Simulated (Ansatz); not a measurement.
Geometry relaxation of Ta

Ta (1 atom in the cell), computed with DFT, PBE, PAW with Ansatz's default frozen-core files, scalar-relativistic, no spin polarisation (Ansatz 0.2.0).

The structure was built on a prototype by a generator; it need not be a known phase. It belongs to a series of runs on one base structure; here: bulk cell relaxed. Figures and captions count atoms from 1; the log counts them from 0 in places.

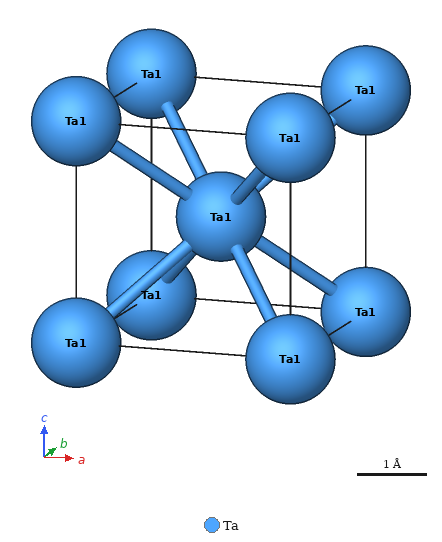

Figure 1. The input geometry (ball-and-stick view of the cell 2 times as large as that of the calculation, set on its symmetry axes, seen slightly off an axis; atoms are numbered from 1 in the order of the input). Near neighbours in the crystal (not all of them lie inside the picture): Ta has 8 Ta at 2.88 Å.

### Input file
```yaml
crystal:
  lattice:
    - [-1.6607199181, 1.6607199181, 1.6607199181]
    - [1.6607199181, -1.6607199181, 1.6607199181]
    - [1.6607199181, 1.6607199181, -1.6607199181]
  atoms:
    - { symbol: Ta, position: [0.0, 0.0, 0.0] }
kpoints:
  mp_grid: { grid: [18, 18, 18] }
scf:
  occupations: { method: fermi_dirac, width: 0.08 }
hamiltonian:
  xc: pbe
  pseudopotentials: { kind: paw }
output:
  forces: true
  stress: true
relax:
  f_tol: 0.005
  max_steps: 40
  cell: {}
```

Launched with:
```bash
ansatz run input.yaml --threads 2 --pin off --max-ram 4096MiB --backend cpu --events-out ev --progress --plain --runs-dir out
```

### Log
```
Engine: ansatz 0.2.0, aarch64-unknown-linux-gnu
Pseudopotentials: kind: paw
Pseudopotential: Ta, paw, valence charge 13, recommended cutoff 420 eV (normal), Ta.paw.azcp
Functional definition: PBE
  parameter kappa = 0.804
  parameter beta = 0.06672455060314922
  exchange = pbe_x(kappa = kappa, mu = beta*pi^2/3)
  correlation = pbe_c(beta = beta)
Crystal: 1 atoms, lattice volume = 18.321 Å³
Basis set: ecut = 420 eV, 369 PW (Γ), exchange–correlation on 40×40×40 points (8 copies of the dense FFT grid, shifted against one another)
Bands: 11, of which v1, the nominal top of the filled ones, is band 7 counted from 1 (6 counted from 0)
Symmetry: 48 space group operations
Space group: Im-3m (ITA 229), of the structure as read, at distance tolerance 2.6e-5 Å
k-points: 195 of 5832
Non-local potential: Ta, projectors of the file, l = 0: 3, l = 1: 2, l = 2: 2, l = 3: 1
PAW form: soft (Blöchl's): semilocal exchange-correlation on the pseudo side does not see the compensation charge
PAW one-centre angular grid: Ta, 590 points (default); XC on 64 Gauss nodes
Initial density: superposition of atomic densities (neutral atoms: chi_scale 0, normalization atom), corrected by the library's trained network
Initial wavefunctions: pseudopotential atomic-orbital guess
Functional: x = pbe(κ = 0.804, μ = 0.2195149727645171), c = pbe(β = 0.06672455060314922)
SCF iter   1: F=—  HF=-9932.264825 eV  |F-HF|=—  |Δ(HF+E_count)|=         —  Δρ=2.05e-3  dr2=1.97e-4  ethr=1.77e-3  ⟨swp⟩=5.3  Hψ=12140  notcnv=0
preconditioner: auto → none  [metal: Δε(μ)=0.019 eV  Ē_g=8.174 eV  σ=0.080 eV  W_gap=0.06  n_scr=0 (ndim 8)  ℏωp=19.4 eV  f_vac=0.000  D(μ)=1.31/eV (n_scr^D=12)]
SCF iter   2: F=—  HF=-9932.264746 eV  |F-HF|=—  |Δ(HF+E_count)|=   7.96e-5  Δρ=9.92e-4  dr2=5.00e-5  ethr=1.52e-6  ⟨swp⟩=2.2  Hψ=4724  notcnv=0
SCF iter   3: F=—  HF=-9932.264819 eV  |F-HF|=—  |Δ(HF+E_count)|=   7.35e-5  Δρ=1.47e-4  dr2=9.89e-7  ethr=3.84e-7  ⟨swp⟩=2.1  Hψ=2612  notcnv=0
SCF iter   4: F=—  HF=-9932.264819 eV  |F-HF|=—  |Δ(HF+E_count)|=   1.19e-7  Δρ=4.53e-5  dr2=1.06e-7  ethr=7.61e-9  ⟨swp⟩=2.7  Hψ=3191  notcnv=0
iter 5 did not close the SCF: its close was put off for the readings that it lacked (scf_convergence_deferred on its scf_iter line)
SCF iter   5: F=-9932.264819 eV  HF=-9932.264819 eV  |F-HF|=3.66e-9  |Δ(HF+E_count)|=   3.54e-8  Δρ=1.24e-5  dr2=7.68e-9  ethr=8.17e-10  ⟨swp⟩=1.0  Hψ=2132  notcnv=0
SCF iter   6: F=-9932.264819 eV  HF=-9932.264819 eV  |F-HF|=1.27e-11  |Δ(HF+E_count)|=   2.75e-9  Δρ=4.52e-7  dr2=2.02e-11  ethr=5.90e-11  ⟨swp⟩=2.4  Hψ=6686  notcnv=0
SCF 1 converged in 6 iterations: F = -9932.264819 eV  dr2 = 2.02e-11
  greatest PAW one-centre occupation: 0.999 electrons in one spin orbital (limit 2), on the Ta atom at site 0 (counted from 0), in its partial waves of l = 0
relax step   1: F+E_penalty+E_count = -9932.26481931 eV  Δ(F+E_penalty+E_count) = +0.000e0 eV  max|allowed force component| = 0.000e0 eV/Å  Δτ_max = 0.0000 Å  P = -0.332 GPa  Ω = 18.321 Å³  (6 SCF iters, dr2 threshold 1.00e-7 eV, accepted)
Crystal: 1 atoms, lattice volume = 18.201 Å³
Initial density: handed on by an earlier stage of this run
Initial wavefunctions: those handed on with the density
iter 1 solved again at ethr=8.42e-8 eV; its pass at ethr=3.10e-3 eV (dr2=1.09e-5 eV) is discarded
SCF iter   1: F=—  HF=-9932.264628 eV  |F-HF|=—  |Δ(HF+E_count)|=         —  Δρ=1.94e-4  dr2=4.83e-6  ethr=8.42e-8  ⟨swp⟩=2.6  Hψ=14741  notcnv=0
preconditioner: auto → none  [metal: Δε(μ)=0.028 eV  Ē_g=8.226 eV  σ=0.080 eV  W_gap=0.09  n_scr=0 (ndim 8)  ℏωp=19.5 eV  f_vac=0.000  D(μ)=1.30/eV (n_scr^D=12)]
SCF iter   2: F=—  HF=-9932.264631 eV  |F-HF|=—  |Δ(HF+E_count)|=   3.52e-6  Δρ=7.29e-5  dr2=3.27e-7  ethr=3.72e-8  ⟨swp⟩=2.4  Hψ=2937  notcnv=0
SCF iter   3: F=-9932.264632 eV  HF=-9932.264632 eV  |F-HF|=5.02e-8  |Δ(HF+E_count)|=   6.92e-7  Δρ=1.67e-5  dr2=1.18e-8  ethr=7.69e-10  ⟨swp⟩=4.3  Hψ=6154  notcnv=0
SCF 2 converged in 3 iterations: F = -9932.264632 eV  dr2 = 1.18e-8
relax step   2: F+E_penalty+E_count = -9932.26463200 eV  Δ(F+E_penalty+E_count) = +1.873e-4 eV  max|allowed force component| = 0.000e0 eV/Å  Δτ_max = 0.0000 Å  P = +0.949 GPa  Ω = 18.201 Å³  energy of the carried Pulay correction = +4.114e-5 eV  (3 SCF iters, dr2 threshold 1.00e-7 eV, rejected (line search))
Crystal: 1 atoms, lattice volume = 18.290 Å³
iter 1 solved again at ethr=4.48e-8 eV; its pass at ethr=3.10e-3 eV (dr2=5.83e-6 eV) is discarded
SCF iter   1: F=—  HF=-9932.264859 eV  |F-HF|=—  |Δ(HF+E_count)|=         —  Δρ=1.31e-4  dr2=2.48e-6  ethr=4.48e-8  ⟨swp⟩=2.7  Hψ=14771  notcnv=0
preconditioner: auto → none  [metal: Δε(μ)=0.018 eV  Ē_g=8.191 eV  σ=0.080 eV  W_gap=0.06  n_scr=0 (ndim 8)  ℏωp=19.4 eV  f_vac=0.000  D(μ)=1.31/eV (n_scr^D=12)]
SCF iter   2: F=—  HF=-9932.264863 eV  |F-HF|=—  |Δ(HF+E_count)|=   3.83e-6  Δρ=4.59e-5  dr2=1.44e-7  ethr=1.91e-8  ⟨swp⟩=2.5  Hψ=2991  notcnv=0
SCF iter   3: F=—  HF=-9932.264862 eV  |F-HF|=—  |Δ(HF+E_count)|=   1.37e-7  Δρ=1.12e-5  dr2=5.17e-9  ethr=1.11e-9  ⟨swp⟩=2.0  Hψ=2602  notcnv=0
SCF iter   4: F=—  HF=-9932.264863 eV  |F-HF|=—  |Δ(HF+E_count)|=   2.35e-8  Δρ=4.08e-7  dr2=2.69e-11  ethr=3.98e-11  ⟨swp⟩=2.7  Hψ=3365  notcnv=0
SCF iter   5: F=-9932.264863 eV  HF=-9932.264863 eV  |F-HF|=1.82e-12  |Δ(HF+E_count)|=  5.46e-12  Δρ=4.88e-8  dr2=1.51e-13  ethr=1.00e-12  ⟨swp⟩=5.3  Hψ=7404  notcnv=0
SCF 3 converged in 5 iterations: F = -9932.264863 eV  dr2 = 1.51e-13
relax step   3: F+E_penalty+E_count = -9932.26486252 eV  Δ(F+E_penalty+E_count) = -4.320e-5 eV  max|allowed force component| = 0.000e0 eV/Å  Δτ_max = 0.0000 Å  P = -0.002 GPa  Ω = 18.290 Å³  energy of the carried Pulay correction = +1.067e-5 eV  (5 SCF iters, accepted)
Initial wavefunctions: pseudopotential atomic-orbital guess (no wavefunctions were taken with the density)
iter 1 solved again at ethr=5.22e-8 eV; its pass at ethr=3.10e-3 eV (dr2=6.79e-6 eV) is discarded
SCF iter   1: F=—  HF=-9932.264848 eV  |F-HF|=—  |Δ(HF+E_count)|=         —  Δρ=3.43e-6  dr2=2.41e-10  ethr=5.22e-8  ⟨swp⟩=3.1  Hψ=17937  notcnv=0
eigensolver tolerance schedule: the retry pair's looser diagonalisation over-reported the residual by 28135.60 of it (diagonalisation noise at 0.90 of the residual, at the tolerance the schedule requests for it); recorded, not acted on — ethr = c·dr2/N_el stays at c = 1.0e-1
preconditioner: auto → none  [metal: Δε(μ)=0.017 eV  Ē_g=8.190 eV  σ=0.080 eV  W_gap=0.05  n_scr=0 (ndim 8)  ℏωp=19.4 eV  f_vac=0.000  D(μ)=1.31/eV (n_scr^D=12)]
SCF iter   2: F=—  HF=-9932.264850 eV  |F-HF|=—  |Δ(HF+E_count)|=   2.35e-6  Δρ=1.69e-6  dr2=5.31e-11  ethr=1.86e-12  ⟨swp⟩=3.0  Hψ=3944  notcnv=0
SCF iter   3: F=-9932.264850 eV  HF=-9932.264850 eV  |F-HF|=1.82e-12  |Δ(HF+E_count)|=  8.00e-11  Δρ=1.00e-7  dr2=8.61e-13  ethr=1.00e-12  ⟨swp⟩=3.9  Hψ=8453  notcnv=0
SCF 4 converged in 3 iterations: F = -9932.264850 eV  dr2 = 8.61e-13
relax step   4: F+E_penalty+E_count = -9932.26485038 eV  Δ(F+E_penalty+E_count) = +1.213e-5 eV  max|allowed force component| = 0.000e0 eV/Å  Δτ_max = 0.0000 Å  P = -0.003 GPa  Ω = 18.290 Å³  stress off target by 3.11e-3 GPa  SCF on the basis re-selected at this cell (its energy is not comparable with the rows above)  (3 SCF iters)
```

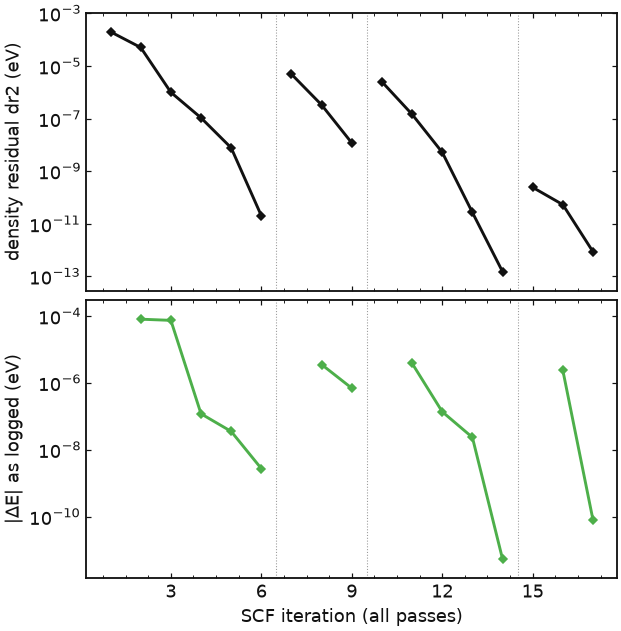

Figure 2. Convergence of the self-consistent field: density residual dr2 and size of the energy change against the SCF iteration. The dotted lines part the SCF passes of the relaxation: geometry steps, rejected trials and re-solves on a re-selected basis. The passes take 6, 3, 5 and 3 iterations.

```
basis re-selected at this cell: Δ(F+E_penalty+E_count) = +1.213e-5 eV, ΔP = -0.001 GPa vs the last step (what re-selecting the basis moved, of the pressure what is left beyond the Pulay correction that the steps carried, after the strain that the cell walked since its last selection, with what the two solves' SCF thresholds leave and, on support functions, any second-order correction that the steps lacked; it is no measure of the basis error at this ecutwfc). This SCF's stress stands 3.11e-3 GPa from its target on what of the cell is left free (relax.cell.stress_tol is 5.00e-2 GPa) and its largest allowed force component is 0.00e0 eV/Å (relax.f_tol is 5.00e-3 eV/Å): within both
SCF converged after 3 iterations
Free energy (F): -9932.264850 eV
Harris-Foulkes:  -9932.264850 eV  (|F-HF|=1.82e-12)
Internal energy: -9932.236909 eV  (E = F + TS)
E sigma→0 (E₀):  -9932.250880 eV
Entropy (-TS):   -0.027941 eV (-27.941 meV/atom)
Fermi energy:    18.330624 eV
--- Per-component energies (eV) ---
  E_band       = -107.631897
  E_kinetic    = 365.625148
  E_local      = -556.257260  (includes V_loc(G=0)·N_el)
  E_nonlocal   = 14.732225
  E_hartree    = 192.549125
  E_xc         = -218.341106
  E_vxc        = -203.890815  (∫ρ·V_xc dr)
  E_paw        = -8396.598120  (= ΣΔE_a)
  E_vpaw       = -112.939559  (= ΣTr[D̂ρ^β])
  E_aug_tail   = 0.000133  (compensation charges beyond the density's cutoff)
  E_ewald      = -1333.947055
  E_smearing   = -0.027941  (= −TS)
  E_closure    = -0.000000  (closes the sum)
  Σ components = -9932.264850   (vs F -9932.264850, Δ=0.00e0)
--- Forces (eV/Å), atoms counted from 1 ---
  atom   1  Ta     0.00000000    -0.00000000     0.00000000
  max |Σ_I F_I| component: 9.66e-32 eV/Å
--- Stress (GPa, compression-positive) ---
       -0.003107       0.000000       0.000000
        0.000000      -0.003107       0.000000
       -0.000000       0.000000      -0.003107
  P = ⅓ Tr σ = -0.0031 GPa (-0.031 kbar)
--- Relaxed structure (3 steps of the walk, 2 accepted, 1 SCFs on fresh bases) ---
  F+E_penalty+E_count = -9932.26485038 eV   max|allowed force component| = 0.000e0 eV/Å   (the final SCF, on the basis selected at the relaxed cell)
  cell:  # Å, volume = 18.2898 Å³
    - [-1.6597773588969562, 1.6597773588969562, 1.6597773588969562]
    - [1.6597773588969562, -1.6597773588969562, 1.6597773588969562]
    - [1.6597773588969562, 1.6597773588969562, -1.6597773588969562]
  atoms:
    - { symbol: Ta, position: [0.0, 0.0, 0.0] }
```

### Trajectory as extended XYZ (Å, eV, eV/Å), 4 frames, from step=1 to step=4
```
1
Lattice="-1.6607 1.6607 1.6607 1.6607 -1.6607 1.6607 1.6607 1.6607 -1.6607" Properties=species:S:1:pos:R:3:forces:R:3 step=1 energy=-9932.26482 pressure_GPa=-0.33
Ta    0.0000    0.0000    0.0000    0.0000   0.0000   0.0000
1
Lattice="-1.6571 1.6571 1.6571 1.6571 -1.6571 1.6571 1.6571 1.6571 -1.6571" Properties=species:S:1:pos:R:3:forces:R:3 step=2 energy=-9932.26463 pressure_GPa=0.95 accepted=F
Ta    0.0000    0.0000    0.0000    0.0000   0.0000   0.0000
1
Lattice="-1.6598 1.6598 1.6598 1.6598 -1.6598 1.6598 1.6598 1.6598 -1.6598" Properties=species:S:1:pos:R:3:forces:R:3 step=3 energy=-9932.26486 pressure_GPa=-0.00
Ta    0.0000    0.0000    0.0000    0.0000   0.0000   0.0000
1
Lattice="-1.6598 1.6598 1.6598 1.6598 -1.6598 1.6598 1.6598 1.6598 -1.6598" Properties=species:S:1:pos:R:3:forces:R:3 step=4 energy=-9932.26485 pressure_GPa=-0.00
Ta    0.0000    0.0000    0.0000    0.0000   0.0000   0.0000
```

### Results in brief

- outcome: converged
- space group (tolerance 0.01 Å): Im-3m (229)
- electrons treated: 13
- free energy: −9932.2649 eV
- Fermi energy: 18.331 eV
- pressure: 0.00 GPa
- final volume: 18.29 Å³
- largest force (length of the vector) at the end: under 0.001 eV/Å
- final cell: a = 2.875 Å, b = 2.875 Å, c = 2.875 Å, α = 109.47°, β = 109.47°, γ = 109.47°
- hardware: 2 threads of Arm Neoverse V2, 24 GiB of memory available, shared host
- wall time: 2.9 s (CPU time 5.5 s)
- peak memory: 0.32 GiB

### Remarks

Spin–orbit coupling is left out, which matters for Ta.
